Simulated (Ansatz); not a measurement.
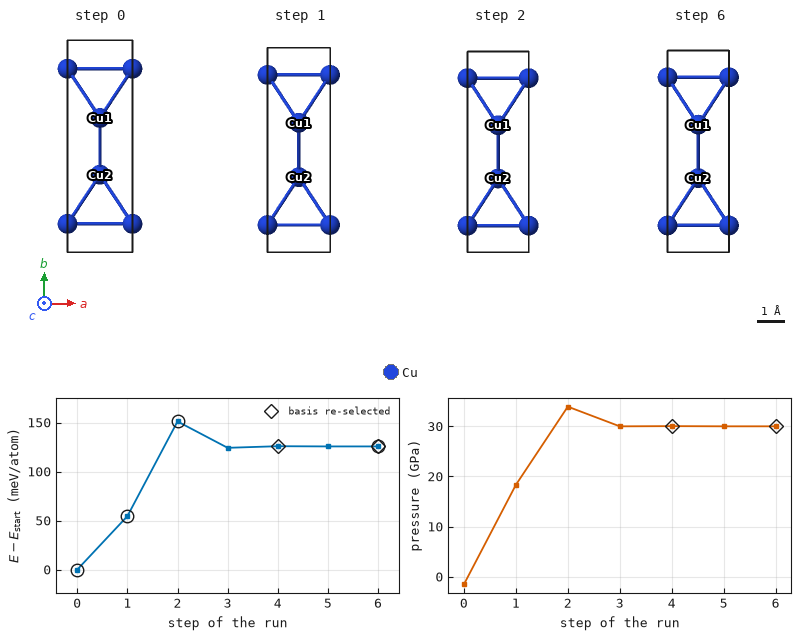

Frames of a relaxation of crystalline Cu (set up in Cmcm), marked on the history of the run. A ball-and-stick model of the conventional cell (2 times the calculation's cell), seen along the c axis. Lengths and directions refer to the drawn axes.

The run lets cell and atoms move.

Method: Kohn-Sham DFT of a periodic cell, PBEsol, Ansatz PAW (Ansatz 0.2.0).

Input file:
```yaml
crystal:
  lattice:
    - [1.21846369, -3.9763780104, 0.0]
    - [1.21846369, 3.9763780104, 0.0]
    - [0.0, 0.0, 2.4754955235]
  atoms:
    - { symbol: Cu, position: [0.86613335, 0.13386665, 0.75] }
    - { symbol: Cu, position: [0.13386665, 0.86613335, 0.25] }
hamiltonian:
  xc: pbesol
  pseudopotentials: { kind: paw }
kpoints:
  mp_grid: { grid: [11, 11, 11] }
scf:
  occupations: { method: fermi_dirac, width: 0.05 }
output:
  forces: true
  stress: true
  eigenvalues: true
relax:
  f_tol: 0.01
  max_steps: 40
  cell: { stress_tol: 0.05, p_target: 30.0 }
```

Run as
```bash
ansatz run input.yaml --threads 2 --pin off --max-ram 5632MiB --backend cpu --events-out ev --progress --plain --runs-dir out
```

What happens along the run?

After 4 accepted moves (6 points after the start) the energy has risen by 126 meV per atom. With the target pressure of 30 GPa, the enthalpy E + pV changes by −188 meV per atom. The largest force component goes from 0.0046 to 0.00023 eV/Å. The pressure goes from −1.53 to 30.00 GPa. The SCF was repeated twice at an unchanged geometry on a basis and grid sized afresh for the cell, which shifted the energy by 1.6 meV per atom at most. The largest moves relative to the cell, 0.009 Å, are those of Cu1 and Cu2. Cu2 goes along +b. The volume changes by −14.0 %, with a 2.437 → 2.307 Å (−5.3 %), b 7.953 → 7.571 Å (−4.8 %), c 2.475 → 2.363 Å (−4.5 %). Near-neighbour distances that change, for instance: Cu1–Cu2 2.463 → 2.330 Å, Cu1–Cu1 2.437 → 2.307 Å, Cu1–Cu1 (another image) 2.475 → 2.363 Å, Cu1–Cu2 (another image) 2.535 → 2.426 Å. The space group stays Cmcm (No. 63). Cost: 27 s on 2 threads of Arm Neoverse V1, on a shared host, peak memory 0.4 GiB. From step 0 to 1: volume −10.0 %, energy +54.5 meV per atom. From step 1 to 2: volume −5.6 %, energy +96.6 meV per atom. From step 2 to 6: volume +1.3 %, energy −25.5 meV per atom.
